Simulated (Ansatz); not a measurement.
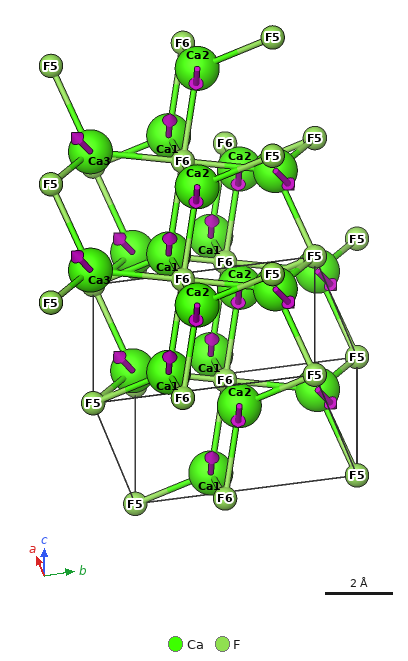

This is a relaxation of crystalline Ca₂F (built on the marcasite type) (coarse preliminary run). The starting structure is drawn; purple arrows show the displacements (the part carried along by the change of the cell is left out), 3 times their true length.

A ball-and-stick model of the cell of the calculation, repeated 2 × 1 × 2 with one cell outlined, seen from a free direction.

Case: marcasite type (Pnnm, No. 58).

Method: DFT r2SCAN, scalar-relativistic, plane waves, PAW in Ansatz 0.2.0. Settings: plane-wave cutoff 500 eV; k-point mesh 4 × 4 × 4; occupations gaussian; smearing width 0.1 eV; no spin polarisation; cell and atoms relaxed; force threshold 0.04 eV/Å; at most 70 steps.

### Which element moves most?

Calcium: up to 0.41 Å, against 0.00 Å for fluorine.

### Describe the change and its energy.

The largest moves relative to the cell, 0.41 Å, are those of Ca atoms. F stays in place. Cell: a 5.619 → 6.162 Å (+9.7 %), b 6.858 → 7.609 Å (+11.0 %), c 4.281 → 3.489 Å (−18.5 %). Volume −0.8 %. Near-neighbour distances that change, for instance: Ca–Ca 2.800 → 3.639 Å, Ca–Ca 4.281 → 3.489 Å, Ca–F 2.831 → 3.403 Å, Ca–F 2.847 → 2.413 Å. Among the angles between lasting bonds that change: Ca–F–Ca 82.5° → 87.4°, Ca–F–Ca 97.5° → 92.6°, F–Ca–F 97.5° → 92.6°. The space group stays Pnnm (No. 58). After 10 accepted moves (11 points after the start) the energy has fallen by 508 meV per atom. The largest force component goes from 2 to 0.027 eV/Å. The pressure goes from −1.15 to 0.12 GPa. The SCF was repeated once at an unchanged geometry on a basis and grid sized afresh for the cell, which shifted the energy by 0.2 meV per atom at most. Cost: 5 min on 1 thread of Arm Neoverse V1, with other jobs on the host, peak memory 0.79 GiB.

Limits of the set-up: layers or molecules are held without a dispersion correction, so their spacing is unreliable.
